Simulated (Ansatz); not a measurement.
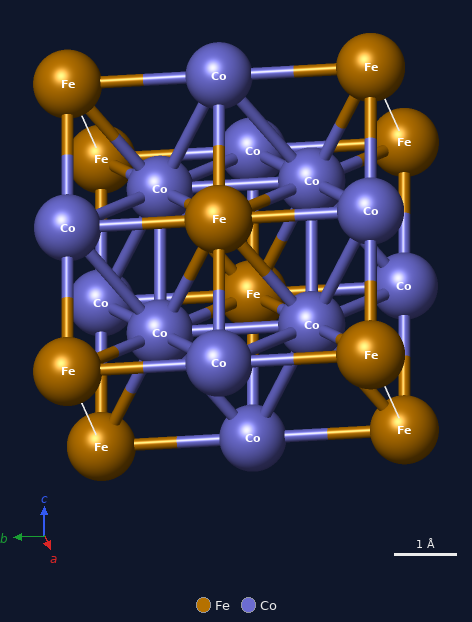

The structure (ball-and-stick view of the reduced cell, seen at an oblique angle). An atom can appear more than once, as a periodic image. Near neighbours in the periodic cell (some may lie outside the picture): Fe has 12 Co at 2.50 Å; Co has 8 Co at 2.50 Å and 4 Fe at 2.50 Å.

## Single-point calculation, with input and output: FeCo₃ (part 1 of 2)

The run: single-point calculation of FeCo₃ (Pm-3m, 8 atoms in the cell). Method and program: DFT r2SCAN, scalar-relativistic, plane waves, PAW, spin-polarised (Ansatz 0.2.0).

The structure derives from a Materials Project entry. It belongs to a series of runs on one base structure; here: antiferromagnetic, doubled cell, propagation vector (0, 1/2, 1/2). Figures and captions count atoms from 1; the log counts them from 0 in places.

## The program's output
```
Engine: ansatz 0.2.0, x86_64-unknown-linux-gnu
Pseudopotentials: kind: paw
Pseudopotential: Fe, paw, valence charge 16, recommended cutoff 500 eV (meta_gga), Fe.paw.azcp
Pseudopotential: Co, paw, valence charge 17, recommended cutoff 500 eV (meta_gga), Co.paw.azcp
Functional definition: r2SCAN
  parameter k0 = 0.174
  parameter k1 = 0.065
  parameter a1 = 4.9479
  exchange = r2scan_x(k0 = k0, k1 = k1, a1 = a1)
  correlation = r2scan_c
Crystal: 8 atoms, lattice volume = 88.401 Å³
Basis set: ecut = 500 eV, 2273 PW (Γ), exchange–correlation on 108×160×216 points (64 copies of the dense FFT grid, shifted against one another)
Bands: 96, of which v1, the nominal top of the filled ones, is band 67 counted from 1 (66 counted from 0)
Symmetry: 4 space group operations
Space group: Pmm2 (ITA 25), of the structure as read, at distance tolerance 4.5e-5 Å
Magnetic group: BNS 25.64 (UNI 162), of the structure as read, at distance tolerance 4.5e-5 Å
k-points: 175 of 864 (time reversal used)
Non-local potential: Fe, projectors of the file, l = 0: 3, l = 1: 2, l = 2: 3, l = 3: 1
Non-local potential: Co, projectors of the file, l = 0: 3, l = 1: 2, l = 2: 3, l = 3: 1
PAW form: soft (Blöchl's): semilocal exchange-correlation on the pseudo side does not see the compensation charge
PAW frozen core: Fe, regenerated for the run's functional (the file was generated under x = pbe(κ = 0.804, μ = 0.2195149727645171), c = pbe(β = 0.06672455060314922))
PAW frozen core: Co, regenerated for the run's functional (the file was generated under x = pbe(κ = 0.804, μ = 0.2195149727645171), c = pbe(β = 0.06672455060314922))
PAW one-centre angular grid: Fe, 590 points (default); XC on 160 Gauss nodes
PAW one-centre angular grid: Co, 590 points (default); XC on 160 Gauss nodes
Initial density: superposition of atomic densities (chi_scale 0.1, normalization cell)
Starting moments: Σ|m| = 26 μB on 8 of 8 sites
Starting magnetic order: antiferromagnet; a translation exchanges its spin sublattices: spin-degenerate at every k-point
Initial wavefunctions: pseudopotential atomic-orbital guess
Functional: x = r2scan, c = r2scan; τ floored in thin density (d = 2e-4 eV/Å³)
SCF iter   1: F=-39755.078162 eV  HF=-39756.094413 eV  |F-HF|=1.02e0  |Δ(HF+E_count)|=         —  Δρ=9.80e-2 (↑9.80e-2 ↓9.80e-2)  dr2=4.24e0  dr2_τ=1.56e-1  dr2_m=6.67e0  M=0.000 μB ∫|m|=18.834 μB  β_m=0.30  ethr=3.10e-3  ⟨swp⟩=5.3  Hψ=57421  notcnv=0  defer=800
Mixer restart at iter 1: flushing history
preconditioner: auto → Kerker (q_TF=auto, 2.924 Å⁻¹)  [metal: Δε(μ)=0.001 eV  Ē_g=11.342 eV  σ=0.100 eV  W_gap=0.01  n_scr=38 (ndim 8)  ℏωp=33.0 eV  f_vac=0.000  D(μ)=9.61/eV (n_scr^D=136)]
spin=Collinear: Kerker preconditioning applied to the charge; magnetization (m = ρ↑ − ρ↓) channel mixes plain (no charge-response kernel on spin).
spin-set hold released at iteration 1 (the charge has settled, or the pull on large starting moments outlasts its swing): the magnetisation degrees of freedom join the quasi-Newton model from the next iteration; the mixer history was flushed
SCF iter   2: F=-39757.545004 eV  HF=-39757.123571 eV  |F-HF|=4.21e-1  |Δ(HF+E_count)|=    1.03e0  Δρ=6.70e-2 (↑6.70e-2 ↓6.70e-2)  dr2=1.02e0  dr2_τ=1.16e-1  dr2_m=3.25e0  M=0.000 μB ∫|m|=18.496 μB  β_m=0.30  ethr=3.10e-3  ⟨swp⟩=2.8  Hψ=22251  notcnv=0  defer=3322  κ⁻¹=1.0e0(r=1)
SCF iter   3: F=-39757.401435 eV  HF=-39757.758184 eV  |F-HF|=3.57e-1  |Δ(HF+E_count)|=   6.35e-1  Δρ=6.28e-2 (↑6.28e-2 ↓6.28e-2)  dr2=1.43e0  dr2_τ=6.99e-2  dr2_m=2.86e0  M=0.000 μB ∫|m|=18.053 μB  β_m=0.30  ethr=7.61e-4  ⟨swp⟩=3.0  Hψ=22313  notcnv=0  defer=3322  κ⁻¹=9.0e-2(r=2)
SCF iter   4: F=-39758.420715 eV  HF=-39758.555212 eV  |F-HF|=1.34e-1  |Δ(HF+E_count)|=   7.97e-1  Δρ=3.21e-2 (↑3.21e-2 ↓3.21e-2)  dr2=4.36e-1  dr2_τ=2.89e-2  dr2_m=6.91e-1  M=0.000 μB ∫|m|=17.475 μB  β_m=0.30  ethr=7.61e-4  ⟨swp⟩=2.1  Hψ=21694  notcnv=0  defer=3329  κ⁻¹=6.9e-2(r=3)
SCF iter   5: F=-39758.569285 eV  HF=-39758.800709 eV  |F-HF|=2.31e-1  |Δ(HF+E_count)|=   2.45e-1  Δρ=1.99e-2 (↑1.99e-2 ↓1.99e-2)  dr2=3.53e-1  dr2_τ=1.29e-2  dr2_m=2.15e-1  M=0.000 μB ∫|m|=17.072 μB  β_m=0.30  ethr=3.26e-4  ⟨swp⟩=2.2  Hψ=22069  notcnv=0  defer=3329  κ⁻¹=1.5e-2(r=4)
SCF iter   6: F=-39758.861648 eV  HF=-39758.873737 eV  |F-HF|=1.21e-2  |Δ(HF+E_count)|=   7.30e-2  Δρ=7.18e-3 (↑7.18e-3 ↓7.18e-3)  dr2=4.56e-2  dr2_τ=1.16e-3  dr2_m=2.35e-2  M=0.000 μB ∫|m|=16.695 μB  β_m=0.30  ethr=2.64e-4  ⟨swp⟩=2.1  Hψ=21028  notcnv=0  defer=3339  κ⁻¹=1.1e-3(r=5)
SCF iter   7: F=-39758.872885 eV  HF=-39758.877165 eV  |F-HF|=4.28e-3  |Δ(HF+E_count)|=   3.43e-3  Δρ=4.16e-3 (↑4.16e-3 ↓4.16e-3)  dr2=1.41e-2  dr2_τ=3.75e-4  dr2_m=9.92e-3  M=0.000 μB ∫|m|=16.606 μB  β_m=0.30  ethr=3.40e-5  ⟨swp⟩=2.0  Hψ=20693  notcnv=0  defer=3328  κ⁻¹=1.8e-4(r=6)
SCF iter   8: F=-39758.880691 eV  HF=-39758.879177 eV  |F-HF|=1.51e-3  |Δ(HF+E_count)|=   2.01e-3  Δρ=2.37e-3 (↑2.37e-3 ↓2.37e-3)  dr2=3.31e-3  dr2_τ=1.20e-4  dr2_m=3.23e-3  M=0.000 μB ∫|m|=16.604 μB  β_m=0.30  ethr=1.05e-5  ⟨swp⟩=2.0  Hψ=26572  notcnv=0  defer=3328  κ⁻¹=2.0e-5(r=7)
SCF iter   9: F=-39758.883697 eV  HF=-39758.884464 eV  |F-HF|=7.67e-4  |Δ(HF+E_count)|=   5.29e-3  Δρ=1.51e-3 (↑1.51e-3 ↓1.51e-3)  dr2=2.14e-3  dr2_τ=2.92e-5  dr2_m=1.13e-3  M=0.000 μB ∫|m|=16.614 μB  β_m=0.30  ethr=2.47e-6  ⟨swp⟩=2.0  Hψ=27627  notcnv=0  defer=3328  κ⁻¹=6.4e-6(r=8)
SCF iter  10: F=-39758.884623 eV  HF=-39758.885164 eV  |F-HF|=5.41e-4  |Δ(HF+E_count)|=   7.00e-4  Δρ=8.87e-4 (↑8.87e-4 ↓8.87e-4)  dr2=8.19e-4  dr2_τ=1.26e-5  dr2_m=4.05e-4  M=0.000 μB ∫|m|=16.602 μB  β_m=0.30  ethr=1.60e-6  ⟨swp⟩=2.1  Hψ=19761  notcnv=0  defer=3328  κ⁻¹=1.4e-6(r=8)
SCF iter  11: F=-39758.885594 eV  HF=-39758.885176 eV  |F-HF|=4.18e-4  |Δ(HF+E_count)|=   1.26e-5  Δρ=6.05e-4 (↑6.05e-4 ↓6.05e-4)  dr2=3.50e-4  dr2_τ=9.03e-6  dr2_m=5.41e-5  M=0.000 μB ∫|m|=16.593 μB  β_m=0.30  ethr=6.11e-7  ⟨swp⟩=2.0  Hψ=25978  notcnv=0  defer=3328  κ⁻¹=3.5e-6(r=8)
SCF iter  12: F=-39758.885755 eV  HF=-39758.885653 eV  |F-HF|=1.02e-4  |Δ(HF+E_count)|=   4.77e-4  Δρ=4.42e-4 (↑4.42e-4 ↓4.42e-4)  dr2=2.00e-4  dr2_τ=2.58e-6  dr2_m=3.94e-5  M=0.000 μB ∫|m|=16.592 μB  β_m=0.30  ethr=2.61e-7  ⟨swp⟩=2.0  Hψ=19867  notcnv=0  defer=3328  κ⁻¹=1.2e-6(r=8)
SCF iter  13: F=-39758.885866 eV  HF=-39758.885792 eV  |F-HF|=7.37e-5  |Δ(HF+E_count)|=   1.39e-4  Δρ=2.39e-4 (↑2.39e-4 ↓2.39e-4)  dr2=2.51e-5  dr2_τ=9.09e-7  dr2_m=2.34e-5  M=0.000 μB ∫|m|=16.598 μB  β_m=0.30  ethr=1.49e-7  ⟨swp⟩=2.1  Hψ=25663  notcnv=0  defer=3328  κ⁻¹=3.1e-6(r=8)
SCF iter  14: F=-39758.885969 eV  HF=-39758.885916 eV  |F-HF|=5.30e-5  |Δ(HF+E_count)|=   1.24e-4  Δρ=2.08e-4 (↑2.08e-4 ↓2.08e-4)  dr2=1.86e-5  dr2_τ=6.74e-7  dr2_m=1.76e-5  M=0.000 μB ∫|m|=16.600 μB  β_m=0.30  ethr=1.88e-8  ⟨swp⟩=2.0  Hψ=25745  notcnv=0  defer=3328  κ⁻¹=1.2e-5(r=8)
SCF iter  15: F=-39758.886106 eV  HF=-39758.886085 eV  |F-HF|=2.09e-5  |Δ(HF+E_count)|=   1.69e-4  Δρ=1.70e-4 (↑1.70e-4 ↓1.70e-4)  dr2=1.90e-5  dr2_τ=4.00e-7  dr2_m=1.29e-5  M=0.000 μB ∫|m|=16.605 μB  β_m=0.30  ethr=1.38e-8  ⟨swp⟩=2.1  Hψ=25427  notcnv=0  defer=3328  κ⁻¹=3.6e-5(r=8)
SCF iter  16: F=-39758.886201 eV  HF=-39758.886189 eV  |F-HF|=1.15e-5  |Δ(HF+E_count)|=   1.04e-4  Δρ=1.26e-4 (↑1.26e-4 ↓1.26e-4)  dr2=1.02e-5  dr2_τ=2.62e-7  dr2_m=7.28e-6  M=0.000 μB ∫|m|=16.609 μB  β_m=0.30  ethr=1.38e-8  ⟨swp⟩=2.0  Hψ=25403  notcnv=0  defer=3328  κ⁻¹=1.4e-4(r=8)
SCF iter  17: F=-39758.886252 eV  HF=-39758.886250 eV  |F-HF|=1.64e-6  |Δ(HF+E_count)|=   6.12e-5  Δρ=1.08e-4 (↑1.08e-4 ↓1.08e-4)  dr2=9.97e-6  dr2_τ=1.27e-7  dr2_m=5.60e-6  M=0.000 μB ∫|m|=16.611 μB  β_m=0.30  ethr=7.61e-9  ⟨swp⟩=2.1  Hψ=25444  notcnv=0  defer=3328  κ⁻¹=1.8e-4(r=8)
SCF iter  18: F=-39758.886277 eV  HF=-39758.886274 eV  |F-HF|=3.19e-6  |Δ(HF+E_count)|=   2.32e-5  Δρ=7.06e-5 (↑7.06e-5 ↓7.06e-5)  dr2=3.71e-6  dr2_τ=6.66e-8  dr2_m=2.09e-6  M=0.000 μB ∫|m|=16.613 μB  β_m=0.30  ethr=7.44e-9  ⟨swp⟩=2.0  Hψ=25176  notcnv=0  defer=3328  κ⁻¹=1.3e-4(r=8)
SCF iter  19: F=-39758.886282 eV  HF=-39758.886279 eV  |F-HF|=3.11e-6  |Δ(HF+E_count)|=   5.27e-6  Δρ=6.33e-5 (↑6.33e-5 ↓6.33e-5)  dr2=2.75e-6  dr2_τ=5.74e-8  dr2_m=1.72e-6  M=0.000 μB ∫|m|=16.614 μB  β_m=0.30  ethr=2.77e-9  ⟨swp⟩=2.1  Hψ=19780  notcnv=0  defer=3328  κ⁻¹=7.2e-5(r=8)
SCF iter  20: F=-39758.886301 eV  HF=-39758.886299 eV  |F-HF|=2.22e-6  |Δ(HF+E_count)|=   1.97e-5  Δρ=4.49e-5 (↑4.49e-5 ↓4.49e-5)  dr2=1.21e-6  dr2_τ=3.29e-8  dr2_m=7.15e-7  M=0.000 μB ∫|m|=16.615 μB  β_m=0.30  ethr=2.06e-9  ⟨swp⟩=2.1  Hψ=25431  notcnv=0  defer=3328  κ⁻¹=1.9e-5(r=8)
SCF iter  21: F=-39758.886302 eV  HF=-39758.886300 eV  |F-HF|=2.09e-6  |Δ(HF+E_count)|=   1.64e-6  Δρ=3.73e-5 (↑3.73e-5 ↓3.73e-5)  dr2=4.58e-7  dr2_τ=2.43e-8  dr2_m=5.91e-7  M=0.000 μB ∫|m|=16.616 μB  β_m=0.30  ethr=9.03e-10  ⟨swp⟩=2.0  Hψ=25303  notcnv=0  defer=3328  κ⁻¹=7.0e-4(r=8)
SCF iter  22: F=-39758.886309 eV  HF=-39758.886310 eV  |F-HF|=5.95e-7  |Δ(HF+E_count)|=   9.61e-6  Δρ=4.05e-5 (↑4.05e-5 ↓4.05e-5)  dr2=2.24e-6  dr2_τ=2.01e-8  dr2_m=6.23e-7  M=0.000 μB ∫|m|=16.617 μB  β_m=0.30  ethr=3.42e-10  ⟨swp⟩=2.7  Hψ=26684  notcnv=0  defer=3328  κ⁻¹=1.1e-3(r=8)
SCF iter  23: F=-39758.886313 eV  HF=-39758.886313 eV  |F-HF|=3.50e-7  |Δ(HF+E_count)|=   3.39e-6  Δρ=2.48e-5 (↑2.48e-5 ↓2.48e-5)  dr2=1.03e-6  dr2_τ=8.25e-9  dr2_m=1.78e-7  M=0.000 μB ∫|m|=16.618 μB  β_m=0.30  ethr=3.42e-10  ⟨swp⟩=2.2  Hψ=25475  notcnv=0  defer=3328  κ⁻¹=4.5e-4(r=8)
SCF iter  24: F=-39758.886314 eV  HF=-39758.886314 eV  |F-HF|=1.92e-9  |Δ(HF+E_count)|=   4.98e-7  Δρ=2.02e-5 (↑2.02e-5 ↓2.02e-5)  dr2=5.27e-7  dr2_τ=6.52e-9  dr2_m=1.28e-7  M=0.000 μB ∫|m|=16.619 μB  β_m=0.30  ethr=3.42e-10  ⟨swp⟩=2.1  Hψ=18839  notcnv=0  defer=3328  κ⁻¹=1.1e-4(r=8)
SCF iter  25: F=-39758.886316 eV  HF=-39758.886316 eV  |F-HF|=2.44e-8  |Δ(HF+E_count)|=   2.25e-6  Δρ=1.58e-5 (↑1.58e-5 ↓1.58e-5)  dr2=2.54e-7  dr2_τ=4.80e-9  dr2_m=1.06e-7  M=0.000 μB ∫|m|=16.620 μB  β_m=0.30  ethr=3.42e-10  ⟨swp⟩=2.4  Hψ=25817  notcnv=0  defer=3328  κ⁻¹=2.5e-5(r=8)
SCF iter  26: F=-39758.886316 eV  HF=-39758.886316 eV  |F-HF|=1.10e-7  |Δ(HF+E_count)|=   1.78e-7  Δρ=9.15e-6 (↑9.15e-6 ↓9.15e-6)  dr2=3.77e-8  dr2_τ=1.91e-9  dr2_m=3.18e-8  M=0.000 μB ∫|m|=16.620 μB  ethr=7.46e-11  ⟨swp⟩=9.6  Hψ=92788  notcnv=0
SCF 1 converged in 26 iterations: F = -39758.886316 eV  dr2 = 3.77e-8
  greatest PAW one-centre occupation: 1.004 electrons in one spin orbital (limit 2), on the Fe atom at site 4 (counted from 0), in its partial waves of l = 1
```

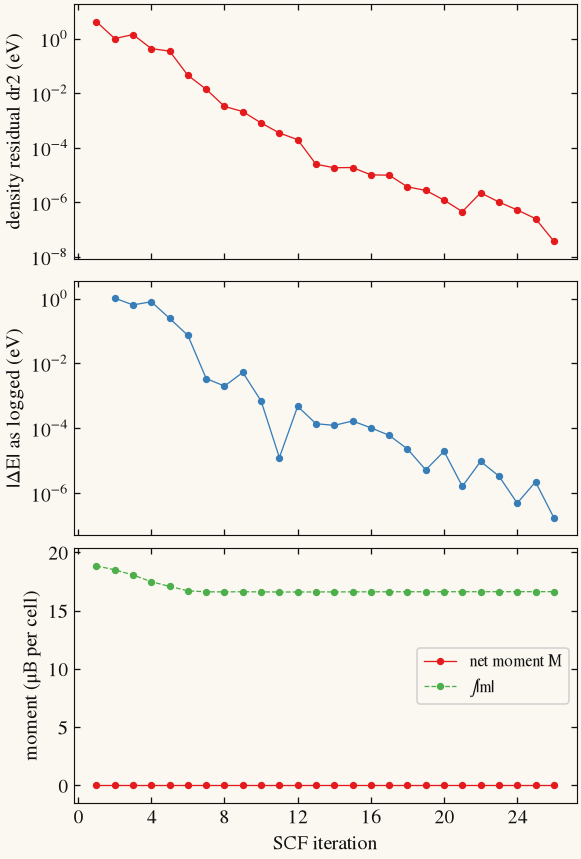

Convergence of the self-consistent field: density residual dr2, size of the energy change and magnetic moment against the SCF iteration. The residual comes down, with one marked jump up, by a factor of about 5, at step 22. The net moment stays at 0.0 μB per cell.

```
this state was not tested for a lower state beside it, because the mixer in use, unlike msr1, does not test its closes by its own steps (another_mixer; see scf.mixing.algorithm and scf.lower_state_search)
SCF converged after 26 iterations
Magnetization: 0.0000 μB (67.0000 up, 67.0000 down)
Absolute magnetization: 16.6229 μB (∫|ρ↑−ρ↓|, with the PAW one-centre terms)
Spin contamination: 7.5089 ħ² per cell (⟨S²⟩ above its minimum at these occupations)
Per-site moments (μB) at R_I (Å): [(2.941098138044863, 1.03129921078018), (1.6401882522092548, 1.03129921078018), (1.6401882522092528, 1.03129921078018), (1.7733778656789327, 1.0312992107801802), (-2.9410981380448633, 1.03129921078018), (-1.6401882522092548, 1.03129921078018), (-1.6401882522092528, 1.03129921078018), (-1.773377865678933, 1.03129921078018)]
Free energy (F): -39758.886316 eV
Harris-Foulkes:  -39758.886316 eV  (|F-HF|=1.10e-7)
Internal energy: -39758.842461 eV  (E = F + TS)
E sigma→0 (E₀):  -39758.864389 eV
Entropy (-TS):   -0.043855 eV (-5.482 meV/atom)
Fermi energy:    18.725340 eV
```
